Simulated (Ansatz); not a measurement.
**C: density, localisation and related maps**

```
CELL_PARAMETERS angstrom
4.24859 0.00000 0.00000
0.00000 4.24859 0.00000
0.00000 0.00000 1.28228
ATOMIC_POSITIONS crystal
C 0.50000 0.50000 0.00000
```

Space group P4/mmm; a structure generated by program, which may or may not match a known phase.

All numbers below come from DFT PBE, scalar-relativistic, plane waves, PAW in Ansatz.

In a PAW calculation such maps are meaningful between the atoms, not at the nuclei.

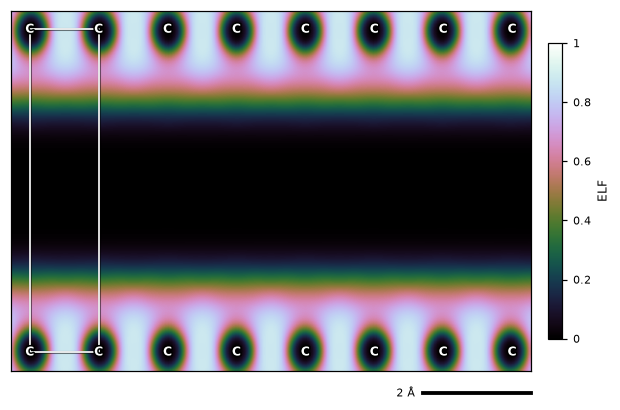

Figure 1. ELF on the (11̄0) plane of the conventional cell.

### What does the map show?

Atoms in the plane: C.
C–C (1.28 Å): the ELF peaks at about 0.90 between the atoms.

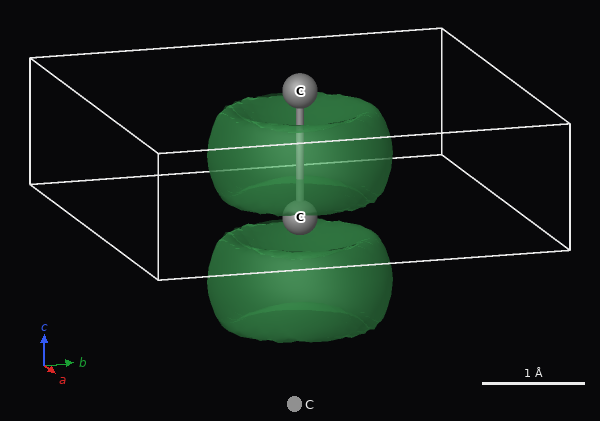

Figure 2. Isosurface of the electron localisation function at 0.7 (green), seen slightly off an axis. Core shells and regions of very low density are left out. Sticks mark near contacts.

### Describe the localisation domains.

At this value the surface marks out one region between bonded C–C atoms, counted in one cell of 1 atoms. Any copies at cell faces, edges or corners count once.

### Does the calculation give a band gap?

It is metallic or semimetallic at this level of theory: no gap opens.
